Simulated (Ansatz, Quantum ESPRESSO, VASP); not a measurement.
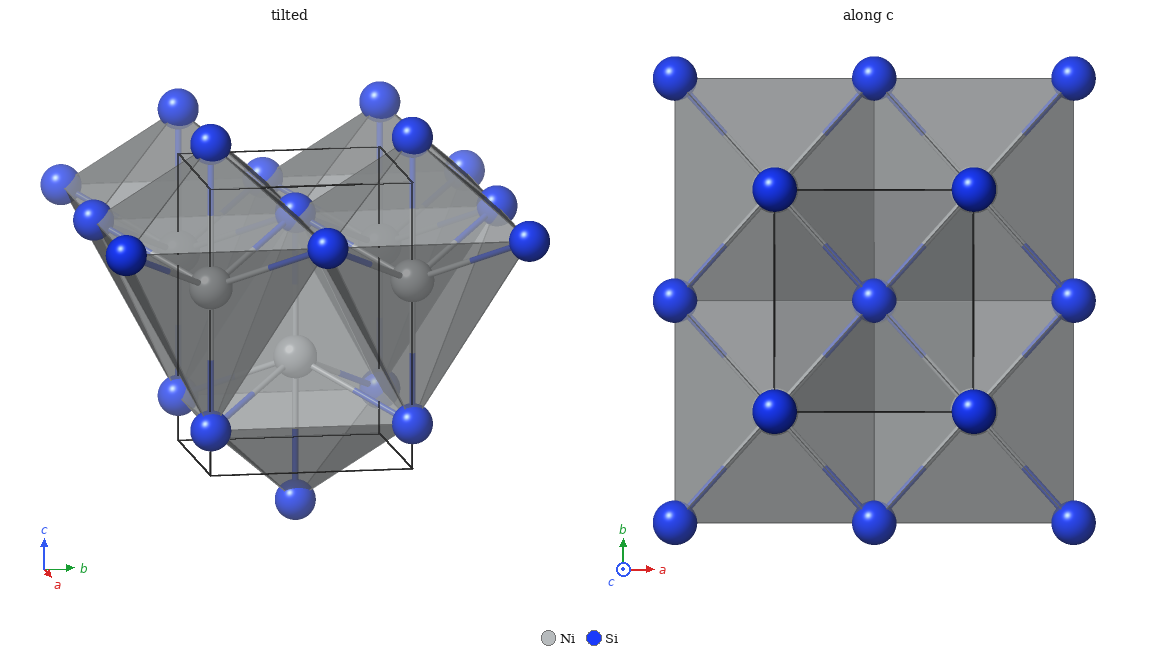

SiNi, space group Pmmn (No. 59), a = 2.943 Å, b = 3.280 Å, c = 4.677 Å, α = 90.00°, β = 90.00°, γ = 90.00° (11.29 Å³/atom). Drawn in the polyhedral manner and seen slightly off an axis and along the c axis. Lines trace the edges of the conventional unit cell. A few atoms beyond the faces are included. The cell is a structure listed in the Materials Project.

The cell was scaled uniformly, at fixed shape and fractional positions, in four programs or potential sets. Alike in all runs: functional PBE; k mesh 9 × 8 × 6 on the run's cell of 4 atoms; occupations fermi-dirac, width 0.05 eV; collinear spin, ferromagnetic start; no spin-orbit coupling.

Energies from VASP (PBE potentials, release 64 Ni, Si):

| volume (Å³/atom) | E − E(lowest point) (meV/atom) |
| --- | --- |
| 10.611 | 66.60 |
| 10.837 | 39.85 |
| 11.062 | 20.54 |
| 11.288 | 7.91 |
| 11.514 | 1.27 |
| 11.740 | 0.00 |
| 11.965 | 3.54 |

Fit a third-order Birch-Murnaghan equation of state to these points.

V0 = 11.68 Å³/atom, B0 = 182 GPa and B0′ = 4.6. V0 lies 3.5 % above the volume of the cell as given.

The same fit in all programs:

```tsv
program	V0 (Å³/atom)	B0 (GPa)	B0′
VASP (PBE potentials, release 64 Ni, Si)	11.68	182	4.6
Ansatz (Ansatz PAW soft_1)	11.68	183	4.6
Quantum ESPRESSO (SSSP 1.3 efficiency)	11.70	183	4.6
Ansatz LAPW (all-electron)	?	?	?
```

What does Ansatz LAPW (all-electron) give?

V0 = 11.68 Å³/atom, B0 = 183 GPa and B0′ = 4.6. The other rows span 11.68 to 11.70 Å³/atom and 182 to 183 GPa.

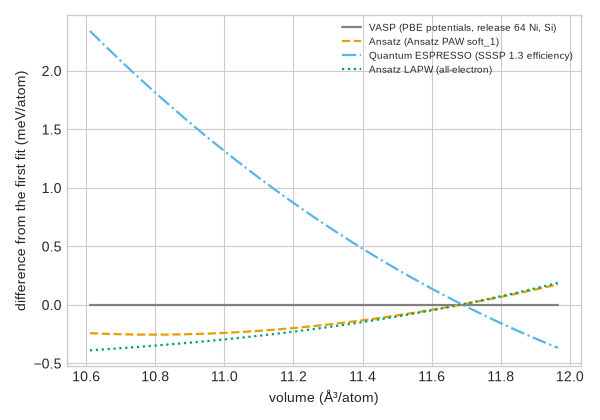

Each fitted curve, counted from its own minimum, less that of VASP (PBE potentials, release 64 Ni, Si). With one functional throughout, the spread comes from potentials, basis sets and numerical settings; B0′ is uncertain by a few tenths over so narrow a range. Each run keeps the magnetic state that it reached from a ferromagnetic start.

Caveat: the cell was scaled at fixed shape and fractional positions, which overstates the stiffness of a crystal with free parameters, most of all of layers and chains.
